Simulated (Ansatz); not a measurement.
**Hf$_{6}$Si$_{6}$O$_{25}$ (charge −2): geometry relaxation (part 2 of 4)**

The same run, continued: Hf$_{6}$Si$_{6}$O$_{25}$ (defect cell, 37 atoms in the cell, total charge −2); DFT PBE, scalar-relativistic, plane waves, PAW, no spin polarisation (Ansatz 0.2.0); cutoff 420 eV, 2×2×2 k-mesh, Gaussian smearing of 0.02 eV. The structure derives from a Materials Project entry. It belongs to a series of runs on one base structure; here: O_i, charge -2, atoms relaxed at the host's cell.

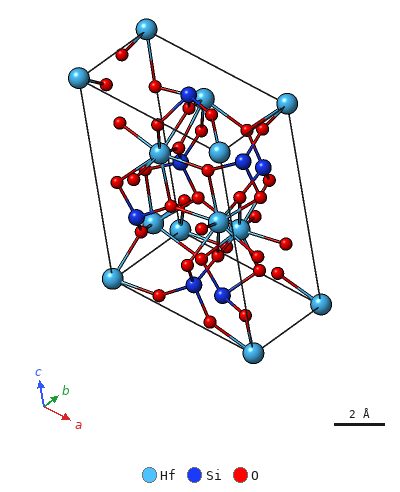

Fig. 1: The geometry at step 6 of the log (ball-and-stick view of the cell of the calculation, seen slightly off an axis).

### The program's output, continued
```
SCF iter   1: F=—  HF=-112351.449873 eV  |F-HF|=—  |Δ(HF+E_count)|=         —  Δρ=4.01e-2  dr2=9.59e0  ethr=2.89e-3  ⟨swp⟩=1.0  Hψ=5397  notcnv=0  defer=186
preconditioner: auto → Resta (q_TF=auto, 2.647 Å⁻¹)  ε∞=4.6  [insulator: Δε(μ)=1.937 eV  Ē_g=17.429 eV  σ=0.020 eV  W_gap=1.00  n_scr=118 (ndim 8)  ℏωp=33.3 eV  f_vac=0.040  D(μ)=0.00/eV (n_scr^D=0)  ε∞_Penn≈4.6]
SCF iter   2: F=—  HF=-112350.474949 eV  |F-HF|=—  |Δ(HF+E_count)|=   9.75e-1  Δρ=5.03e-2  dr2=1.20e1  ethr=2.89e-3  ⟨swp⟩=2.8  Hψ=4269  notcnv=0  defer=262
preconditioner: auto → LDOS  [insulator: Δε(μ)=0.033 eV  Ē_g=14.959 eV  σ=0.020 eV  W_gap=0.52  n_scr=118 (ndim 8)  ℏωp=31.4 eV  f_vac=0.040  D(μ)=19.22/eV (n_scr^D=164)  ε∞_Penn≈5.4  β→1.0]
SCF iter   3: F=—  HF=-112349.775133 eV  |F-HF|=—  |Δ(HF+E_count)|=   7.00e-1  Δρ=1.35e-2  dr2=1.55e0  ethr=2.89e-3  ⟨swp⟩=2.0  Hψ=2872  notcnv=0  defer=240
SCF iter   4: F=—  HF=-112349.623357 eV  |F-HF|=—  |Δ(HF+E_count)|=   1.52e-1  Δρ=1.68e-2  dr2=1.96e0  ethr=4.67e-4  ⟨swp⟩=2.1  Hψ=1914  notcnv=0  defer=257
SCF iter   5: F=—  HF=-112349.578865 eV  |F-HF|=—  |Δ(HF+E_count)|=   4.45e-2  Δρ=3.93e-3  dr2=1.12e-1  ethr=4.67e-4  ⟨swp⟩=1.0  Hψ=1367  notcnv=0  defer=257
SCF iter   6: F=—  HF=-112349.575501 eV  |F-HF|=—  |Δ(HF+E_count)|=   3.36e-3  Δρ=1.74e-3  dr2=2.09e-2  ethr=3.38e-5  ⟨swp⟩=2.4  Hψ=1408  notcnv=0  defer=257
SCF iter   7: F=—  HF=-112349.576185 eV  |F-HF|=—  |Δ(HF+E_count)|=   6.83e-4  Δρ=3.31e-3  dr2=7.80e-2  ethr=6.31e-6  ⟨swp⟩=1.0  Hψ=1624  notcnv=0  defer=257
SCF iter   8: F=—  HF=-112349.576119 eV  |F-HF|=—  |Δ(HF+E_count)|=   6.55e-5  Δρ=3.27e-3  dr2=7.41e-2  ethr=6.31e-6  ⟨swp⟩=2.0  Hψ=1391  notcnv=0  defer=257
SCF iter   9: F=—  HF=-112349.574999 eV  |F-HF|=—  |Δ(HF+E_count)|=   1.12e-3  Δρ=5.05e-4  dr2=1.63e-3  ethr=6.31e-6  ⟨swp⟩=2.0  Hψ=1375  notcnv=0  defer=257
SCF iter  10: F=—  HF=-112349.574938 eV  |F-HF|=—  |Δ(HF+E_count)|=   6.18e-5  Δρ=3.10e-4  dr2=5.34e-4  ethr=4.92e-7  ⟨swp⟩=1.0  Hψ=1367  notcnv=0  defer=257
SCF iter  11: F=—  HF=-112349.574903 eV  |F-HF|=—  |Δ(HF+E_count)|=   3.45e-5  Δρ=3.42e-4  dr2=6.13e-4  ethr=1.61e-7  ⟨swp⟩=2.0  Hψ=1377  notcnv=0  defer=257
SCF iter  12: F=—  HF=-112349.574887 eV  |F-HF|=—  |Δ(HF+E_count)|=   1.62e-5  Δρ=2.53e-4  dr2=2.74e-4  ethr=1.61e-7  ⟨swp⟩=1.9  Hψ=1375  notcnv=0  defer=257
SCF iter  13: F=—  HF=-112349.574882 eV  |F-HF|=—  |Δ(HF+E_count)|=   5.01e-6  Δρ=2.02e-4  dr2=1.49e-4  ethr=8.26e-8  ⟨swp⟩=1.4  Hψ=1401  notcnv=0  defer=257
SCF iter  14: F=—  HF=-112349.574879 eV  |F-HF|=—  |Δ(HF+E_count)|=   2.90e-6  Δρ=1.86e-4  dr2=1.30e-4  ethr=4.48e-8  ⟨swp⟩=1.2  Hψ=1369  notcnv=0  defer=257
SCF iter  15: F=—  HF=-112349.574877 eV  |F-HF|=—  |Δ(HF+E_count)|=   2.35e-6  Δρ=1.67e-4  dr2=1.12e-4  ethr=3.90e-8  ⟨swp⟩=1.6  Hψ=1372  notcnv=0  defer=257
SCF iter  16: F=—  HF=-112349.574870 eV  |F-HF|=—  |Δ(HF+E_count)|=   6.29e-6  Δρ=1.41e-4  dr2=9.52e-5  ethr=3.01e-8  ⟨swp⟩=16.5  Hψ=14329  notcnv=0
SCF iter  17: F=-112349.574834 eV  HF=-112349.574863 eV  |F-HF|=2.95e-5  |Δ(HF+E_count)|=   7.13e-6  Δρ=8.67e-5  dr2=3.58e-5  ethr=2.87e-8  ⟨swp⟩=10.9  Hψ=14362  notcnv=0
SCF 2 converged in 17 iterations: F = -112349.574834 eV  dr2 = 3.58e-5
[... from here on the iterations of each SCF are left out, up to the last one ...]
relax step   2: F+E_penalty+E_count = -112349.57483371 eV  Δ(F+E_penalty+E_count) = -1.965e0 eV  max|allowed force component| = 7.460e0 eV/Å  Δτ_max = 0.1256 Å  (17 SCF iters, dr2 threshold 1.00e-4 eV, accepted)
preconditioner: auto → Resta (q_TF=auto, 2.647 Å⁻¹)  ε∞=4.7  [insulator: Δε(μ)=2.638 eV  Ē_g=17.393 eV  σ=0.020 eV  W_gap=1.00  n_scr=118 (ndim 8)  ℏωp=33.3 eV  f_vac=0.040  D(μ)=0.00/eV (n_scr^D=0)  ε∞_Penn≈4.7]
SCF 3 converged in 7 iterations: F = -112352.590422 eV  dr2 = 2.63e-5
relax step   3: F+E_penalty+E_count = -112352.59042173 eV  Δ(F+E_penalty+E_count) = -3.016e0 eV  max|allowed force component| = 3.275e0 eV/Å  Δτ_max = 0.1984 Å  (7 SCF iters, dr2 threshold 1.00e-4 eV, accepted)
preconditioner: auto → Resta (q_TF=auto, 2.647 Å⁻¹)  ε∞=4.7  [insulator: Δε(μ)=3.512 eV  Ē_g=17.381 eV  σ=0.020 eV  W_gap=1.00  n_scr=118 (ndim 8)  ℏωp=33.3 eV  f_vac=0.041  D(μ)=0.00/eV (n_scr^D=0)  ε∞_Penn≈4.7]
SCF 4 converged in 7 iterations: F = -112353.510218 eV  dr2 = 5.38e-6
relax step   4: F+E_penalty+E_count = -112353.51021842 eV  Δ(F+E_penalty+E_count) = -9.198e-1 eV  max|allowed force component| = 1.821e0 eV/Å  Δτ_max = 0.1948 Å  (7 SCF iters, dr2 threshold 1.00e-4 eV, accepted)
preconditioner: auto → Resta (q_TF=auto, 2.647 Å⁻¹)  ε∞=4.7  [insulator: Δε(μ)=3.372 eV  Ē_g=17.372 eV  σ=0.020 eV  W_gap=1.00  n_scr=118 (ndim 8)  ℏωp=33.3 eV  f_vac=0.039  D(μ)=0.00/eV (n_scr^D=0)  ε∞_Penn≈4.7]
SCF 5 converged in 5 iterations: F = -112353.748959 eV  dr2 = 3.17e-5
relax step   5: F+E_penalty+E_count = -112353.74895861 eV  Δ(F+E_penalty+E_count) = -2.387e-1 eV  max|allowed force component| = 1.083e0 eV/Å  Δτ_max = 0.0613 Å  (5 SCF iters, dr2 threshold 1.00e-4 eV, accepted)
preconditioner: auto → Resta (q_TF=auto, 2.647 Å⁻¹)  ε∞=4.7  [insulator: Δε(μ)=3.641 eV  Ē_g=17.364 eV  σ=0.020 eV  W_gap=1.00  n_scr=118 (ndim 8)  ℏωp=33.3 eV  f_vac=0.039  D(μ)=0.00/eV (n_scr^D=0)  ε∞_Penn≈4.7]
SCF 6 converged in 6 iterations: F = -112353.908641 eV  dr2 = 2.95e-5
relax step   6: F+E_penalty+E_count = -112353.90864087 eV  Δ(F+E_penalty+E_count) = -1.597e-1 eV  max|allowed force component| = 3.995e-1 eV/Å  Δτ_max = 0.2000 Å  (6 SCF iters, dr2 threshold 1.00e-4 eV, accepted)
preconditioner: auto → Resta (q_TF=auto, 2.647 Å⁻¹)  ε∞=4.7  [insulator: Δε(μ)=3.678 eV  Ē_g=17.370 eV  σ=0.020 eV  W_gap=1.00  n_scr=118 (ndim 8)  ℏωp=33.3 eV  f_vac=0.039  D(μ)=0.00/eV (n_scr^D=0)  ε∞_Penn≈4.7]
SCF 7 converged in 6 iterations: F = -112353.951924 eV  dr2 = 6.26e-6
relax step   7: F+E_penalty+E_count = -112353.95192411 eV  Δ(F+E_penalty+E_count) = -4.328e-2 eV  max|allowed force component| = 1.170e-1 eV/Å  Δτ_max = 0.0733 Å  (6 SCF iters, dr2 threshold 2.17e-5 eV, accepted)
preconditioner: auto → Resta (q_TF=auto, 2.647 Å⁻¹)  ε∞=4.7  [insulator: Δε(μ)=3.686 eV  Ē_g=17.364 eV  σ=0.020 eV  W_gap=1.00  n_scr=118 (ndim 8)  ℏωp=33.3 eV  f_vac=0.039  D(μ)=0.00/eV (n_scr^D=0)  ε∞_Penn≈4.7]
SCF 8 converged in 6 iterations: F = -112353.959020 eV  dr2 = 6.91e-7
relax step   8: F+E_penalty+E_count = -112353.95901961 eV  Δ(F+E_penalty+E_count) = -7.096e-3 eV  max|allowed force component| = 3.261e-2 eV/Å  Δτ_max = 0.0347 Å  (6 SCF iters, dr2 threshold 1.17e-6 eV, accepted)
SCF iter   1: F=—  HF=-112353.959727 eV  |F-HF|=—  |Δ(HF+E_count)|=         —  Δρ=6.22e-4  dr2=8.47e-4  ethr=2.80e-6  ⟨swp⟩=2.5  Hψ=3124  notcnv=0  defer=247
preconditioner: auto → Resta (q_TF=auto, 2.647 Å⁻¹)  ε∞=4.7  [insulator: Δε(μ)=3.701 eV  Ē_g=17.363 eV  σ=0.020 eV  W_gap=1.00  n_scr=118 (ndim 8)  ℏωp=33.3 eV  f_vac=0.039  D(μ)=0.00/eV (n_scr^D=0)  ε∞_Penn≈4.7]
SCF iter   2: F=—  HF=-112353.959575 eV  |F-HF|=—  |Δ(HF+E_count)|=   1.53e-4  Δρ=3.21e-4  dr2=2.14e-4  ethr=2.55e-7  ⟨swp⟩=1.2  Hψ=1874  notcnv=0  defer=247
SCF iter   3: F=—  HF=-112353.959537 eV  |F-HF|=—  |Δ(HF+E_count)|=   3.75e-5  Δρ=8.34e-5  dr2=2.18e-5  ethr=6.43e-8  ⟨swp⟩=2.0  Hψ=2657  notcnv=0  defer=247
SCF iter   4: F=—  HF=-112353.959663 eV  |F-HF|=—  |Δ(HF+E_count)|=   1.26e-4  Δρ=2.68e-5  dr2=2.22e-6  ethr=6.57e-9  ⟨swp⟩=2.0  Hψ=2673  notcnv=0  defer=247
SCF iter   5: F=—  HF=-112353.959663 eV  |F-HF|=—  |Δ(HF+E_count)|=   8.81e-8  Δρ=8.57e-6  dr2=2.20e-7  ethr=6.69e-10  ⟨swp⟩=2.0  Hψ=2673  notcnv=0  defer=247
SCF iter   6: F=-112353.959663 eV  HF=-112353.959663 eV  |F-HF|=6.31e-8  |Δ(HF+E_count)|=   7.06e-8  Δρ=4.23e-6  dr2=6.14e-8  ethr=3.01e-11  ⟨swp⟩=13.0  Hψ=11908  notcnv=0
SCF 9 converged in 6 iterations: F = -112353.959663 eV  dr2 = 6.14e-8
relax step   9: F+E_penalty+E_count = -112353.95966279 eV  Δ(F+E_penalty+E_count) = -6.432e-4 eV  max|allowed force component| = 1.754e-2 eV/Å  Δτ_max = 0.0117 Å  (6 SCF iters, accepted)
SCF converged after 6 iterations
Free energy (F): -112353.959663 eV
Harris-Foulkes:  -112353.959663 eV  (|F-HF|=6.31e-8)
Internal energy: -112353.959663 eV  (E = F + TS)
E sigma→0 (E₀):  -112353.959663 eV
Fermi energy:    13.120906 eV
--- Per-component energies (eV) ---
  E_band       = -643.241375
  E_kinetic    = 7245.171183
  E_local      = -48113.445117  (includes V_loc(G=0)·N_el)
  E_nonlocal   = -6109.835424
  E_hartree    = 21485.442335
  E_xc         = -4005.927722
  E_vxc        = -4272.100931  (∫ρ·V_xc dr)
  E_paw        = -48601.527794  (= ΣΔE_a)
  E_vpaw       = 7636.017873  (= ΣTr[D̂ρ^β])
  E_aug_tail   = 0.062650  (compensation charges beyond the density's cutoff)
  E_ewald      = -34253.899773
  E_smearing   = -0.000000  (= −TS)
  E_closure    = 0.000000  (closes the sum)
  E_deformation_potential = -38.375547  (in the stress; not in F)
  Σ components = -112353.959663   (vs F -112353.959663, Δ=0.00e0)
--- Forces (eV/Å), atoms counted from 1 ---
  atom   1  Hf    -0.00024519    -0.00463528     0.00259928
  atom   2  Hf    -0.00264887     0.01278536     0.00506035
  atom   3  Hf     0.00531626    -0.00338767    -0.00122241
  atom   4  Hf     0.00000538    -0.00003030     0.00653140
  atom   5  Hf    -0.00705140    -0.00363021    -0.01104841
  atom   6  Hf     0.00060071     0.00235733     0.00156966
  atom   7  Si     0.00181103     0.00001900     0.00117134
  atom   8  Si    -0.00045680     0.00442301     0.00515797
  atom   9  Si     0.00507070    -0.00575325     0.00685512
  atom  10  Si    -0.00047885    -0.00004630    -0.00181684
  atom  11  Si     0.00043638    -0.00494855     0.00068108
  atom  12  Si     0.00484979    -0.00796627    -0.00297139
  atom  13  O      0.00005902     0.00472335    -0.00150288
  atom  14  O     -0.00384724     0.00227290     0.00180680
  atom  15  O     -0.00035755     0.00010784     0.00096884
  atom  16  O     -0.00136165     0.00336384    -0.00410398
  atom  17  O     -0.00180910     0.00230140     0.00229275
  atom  18  O      0.00282241     0.00067731     0.00369351
  atom  19  O     -0.00116731     0.00223711     0.00011163
  atom  20  O     -0.00104268     0.00123323    -0.00081197
  atom  21  O      0.00063519     0.00147248    -0.00065207
  atom  22  O     -0.00174365     0.00140199     0.00392495
  atom  23  O      0.00037436     0.00022373    -0.00112045
  atom  24  O      0.00143513    -0.00125881     0.00026029
  atom  25  O      0.00025378    -0.00050811    -0.00034979
  atom  26  O     -0.00577391    -0.00252165    -0.00084547
  atom  27  O      0.00245967     0.00119210    -0.00240186
  atom  28  O      0.00094795     0.00293227     0.00008939
  atom  29  O     -0.00087577    -0.00199550    -0.00296515
  atom  30  O      0.00040659    -0.01234329     0.00497543
  atom  31  O     -0.00018189    -0.00191969    -0.00004303
  atom  32  O      0.00070665    -0.00086604    -0.00254220
  atom  33  O      0.00393673     0.00458534     0.00162089
  atom  34  O     -0.00015522     0.00081168     0.00068171
  atom  35  O     -0.00245794     0.00018044     0.00060035
  atom  36  O      0.00285100    -0.00026361     0.00136659
  atom  37  O     -0.00332344     0.00275867    -0.01753369
  max |Σ_I F_I| component: 8.77e-5 eV/Å
--- Charged-cell corrections in eV (Makov–Payne, q = -2.000 e, ε = [12.689, 12.689, 12.484]) ---
  F (periodic)     = -112353.959663  (uncorrected; the corrections below are reported, never added to it)
  E_corr1          = +0.849902  (monopole, q²α_M/2ε̄L, of the cell on which ε is isotropic)
  F Makov-Payne    = -112353.109761  (F + E_corr1; no measured alignment; for a localised charge, not one spread in a band: unchecked)
  no potential alignment in this run, which stands beside a crystal: run the host's input off ansatz write-host-input, and read the two finished runs by ansatz place-levels (neither reads a slab, a wire or a sheet, whose cell leaves a vacuum)
--- Band table (eV; the first three rows and the last of 8) ---
  k-point 0: bands = ["-50.9897", "-50.8169", "-50.7343", "-50.6292", "-50.5767", "-50.3765", "-19.7087", "-19.6882", "-19.6448", "-19.5322", "-19.5113", "-19.5093", "-19.4965", "-19.4890", "-19.4584", "-19.3394", "-19.3370", "-19.3149", "-19.2890", "-19.2507", "-19.2373", "-19.1349", "-19.0988", "-19.0634", "-9.2752", "-8.6664", "-8.5482", "-8.4734", "-8.3631", "-8.1030", "-7.8885", "-7.7470", "-7.4308", "-7.3946", "-7.2308", "-7.1007", "-7.0544", "-6.9776", "-6.9369", "-6.8973",
      "-6.8932", "-6.8500", "-6.7925", "-6.7594", "-6.7284", "-6.5874", "-6.1921", "-6.0086", "-5.2566", "-0.8817", "-0.8782", "-0.8667", "-0.8638", "-0.8578", "-0.8514", "-0.8481", "-0.7050", "-0.6987", "-0.6834", "-0.6812", "-0.6743", "-0.6681", "-0.6611", "-0.5997", "-0.5990", "-0.5901", "-0.5879", "-0.5829", "-0.5749", "-0.5731", "-0.4994", "-0.4968", "-0.4906", "-0.4856", "-0.4832", "-0.4805", "-0.4787", "-0.4734", "-0.4659", "-0.4625",
      "-0.4528", "-0.4503", "-0.4194", "-0.4068", "-0.2437", "-0.2432", "-0.2351", "-0.2297", "-0.2207", "-0.2076", "-0.1904", "2.2136", "2.5663", "2.8189", "3.7248", "3.8204", "3.9436", "4.1747", "4.3413", "4.3859", "4.5016", "4.5749", "4.6997", "4.8561", "5.2333", "5.4159", "5.5119", "5.6858", "5.6926", "5.8049", "5.8487", "6.0089", "6.0660", "6.1398", "6.3124", "6.4344", "6.4472", "6.5246", "6.6052", "6.6366",
      "6.7560", "6.8313", "6.8986", "6.9749", "7.0632", "7.1688", "7.2816", "7.3658", "7.4180", "7.4417", "7.5065", "7.5444", "7.6408", "7.7140", "7.8455", "7.8728", "7.9588", "8.0538", "8.1159", "8.2590", "8.3696", "8.4387", "8.5219", "8.6355", "8.6563", "8.7052", "8.7863", "8.8605", "8.9497", "8.9557", "9.0291", "9.1621", "9.2209", "9.2871", "9.3590", "9.3978", "9.4197", "9.4720", "9.5604", "9.6190",
      "9.6356", "9.8719", "9.9751", "10.2198", "10.4711", "11.1371", "15.3715", "15.4970", "15.6085", "15.7019", "15.8183", "15.8786", "15.9431", "15.9873", "16.0268", "16.1270", "16.1938", "16.2546", "16.3026", "16.3832", "16.5664", "16.6673", "16.8639", "16.9058", "16.9568", "17.0521", "17.2534", "17.2774", "17.2899", "17.4872", "17.5972", "17.7913", "18.0196", "18.1863", "18.2902", "18.3279", "18.6079", "18.8736", "19.0078", "19.2209",
      "19.2936", "19.3926", "19.4575"]
```
